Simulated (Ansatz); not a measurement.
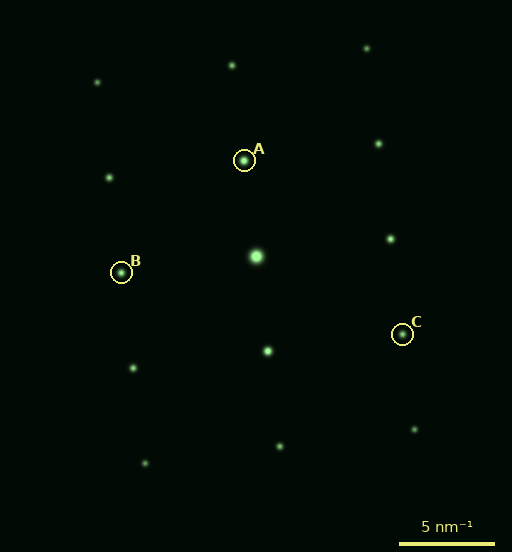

Simulated selected-area electron diffraction pattern (100 kV, kinematic approximation, thin crystal, B = 0.5 Å² for all atoms). The zone axis points towards the electron source and the pattern is seen from the source side.

The sample is Ni, space group Im-3m (No. 229), a = 2.79 Å. Structure: the input geometry of an electronic-structure calculation (not necessarily at equilibrium); the starting structure was generated, so it need not be a known form of this composition.

```cif
data_structure
_symmetry_space_group_name_H-M 'Im-3m'
_symmetry_Int_Tables_number 229
_cell_length_a 2.7938
_cell_length_b 2.7938
_cell_length_c 2.7938
_cell_angle_alpha 90.000
_cell_angle_beta 90.000
_cell_angle_gamma 90.000
_cell_volume 21.81
loop_
_atom_site_label
_atom_site_type_symbol
_atom_site_symmetry_multiplicity
_atom_site_Wyckoff_symbol
_atom_site_fract_x
_atom_site_fract_y
_atom_site_fract_z
_atom_site_occupancy
Ni1 Ni 2 a 0.00000 0.00000 0.00000 1
```

Spot A is indexed -1 1 0 and spot B 0 0 2.

Index the other marked spot.

Answer. C = −A − B = 1 -1 -2 (d = 1.141 Å).

Which zone axis is this?

Answer. The cross product of A and B is parallel to [110]; every spot obeys hu + kv + lw = 0.

What are the spacings of A and B and the angle between them?

Answer. d(A) = 1.976 Å, d(B) = 1.397 Å, and the angle is 90.0°.
